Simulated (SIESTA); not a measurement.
System: Ga, space group P2_1/m (No. 11).

Structure:
```
CELL_PARAMETERS angstrom
2.77842 0.00000 0.00000
0.00000 3.28161 0.00000
-1.34343 0.00000 3.99027
ATOMIC_POSITIONS crystal
Ga 0.13460 0.75000 0.77017
Ga 0.86540 0.25000 0.22983
```

Computed with SIESTA 5.4.2: DFT in numerical atomic orbitals with pseudopotentials, no spin polarisation; energies at scaled volumes of the given cell, shape and fractions fixed, counted from the fit's minimum, third-order Birch-Murnaghan fit. Level: PBEsol.

- k mesh: 10×8×7
- occupations: Fermi–Dirac
- smearing width: 0.05 eV
- potentials: PseudoDojo 0.4 standard, converted to PSML, two zetas on semicore shells
- program settings: basis DZP, mesh cutoff 800 Ry

Predict the energy against volume. The volume takes the values 17.10, 17.46, 17.83, 18.19, 18.55, 18.92, 19.28 Å³/atom.

A third-order Birch–Murnaghan fit gives V0 = 17.78 Å³/atom, B0 = 62.4 GPa. The energy is 5.61 meV/atom at volume 17.10 Å³/atom and 19.98 meV/atom at 19.28 Å³/atom; the lowest computed point is at volume 17.83 Å³/atom (−0.01 meV/atom), and no other minimum shows.

```tsv
volume (Å³/atom)	energy (meV/atom)
17.10	5.61
17.46	1.09
17.83	-0.01
18.19	1.84
18.55	5.94
18.92	11.94
19.28	19.98
```

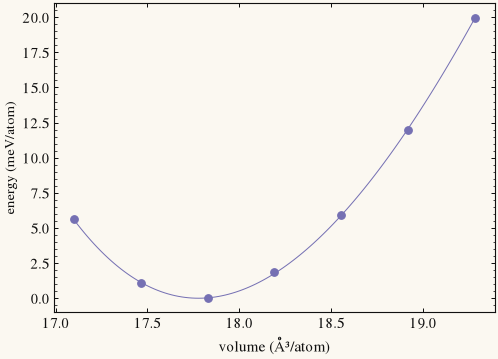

Limits of the calculation: mulliken charges of long orbitals; shape and atomic fractions are frozen while scaling, which makes layered, chain and framework solids too stiff.
